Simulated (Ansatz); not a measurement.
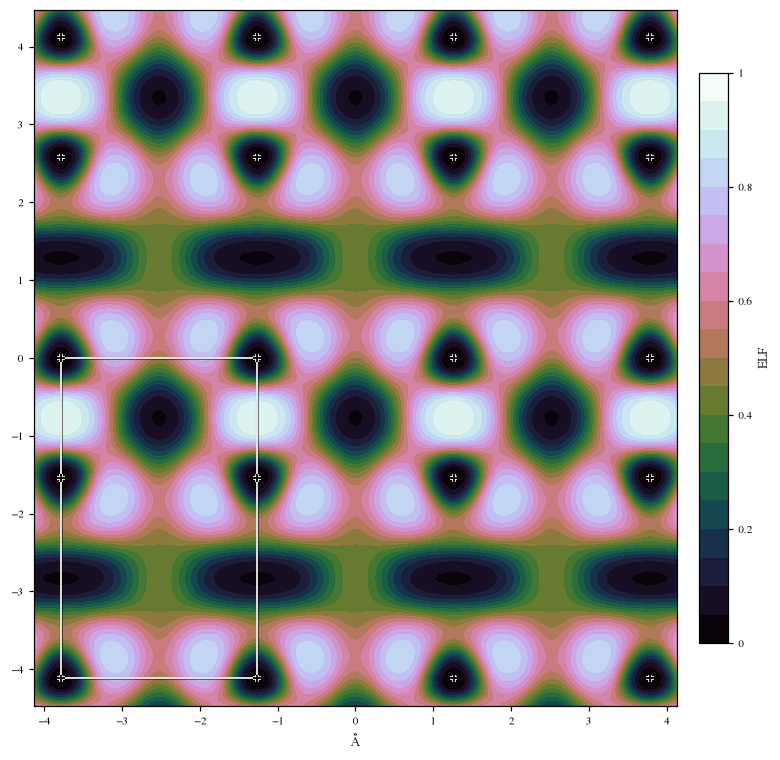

The ELF on a plane through atoms (crosses mark nuclei in the plane).

Theory: Kohn-Sham DFT of a periodic cell, PBEsol, all-electron PAW datasets made for the crystal (Ansatz 0.2.0).

Candidates:
A. TePb, a = 6.46 Å, b = 6.46 Å, c = 6.46 Å, α = 90.00°, β = 90.00°, γ = 90.00°. Space group Fm-3m.
B. GaAs, a = 5.65 Å, b = 5.65 Å, c = 5.65 Å, α = 90.00°, β = 90.00°, γ = 90.00°. Space group F-43m.
C. C, a = 2.52 Å, b = 2.52 Å, c = 4.12 Å, α = 90.00°, β = 90.00°, γ = 120.00°. Space group P6₃/mmc; computed pressure about −3 GPa in this cell.

Which candidate gave the map?

Answer. Candidate C: C on the (100) plane of the conventional cell, which holds C. C–C (1.54 Å): the ELF peaks at about 0.95 between the atoms, as expected for a covalent bond.
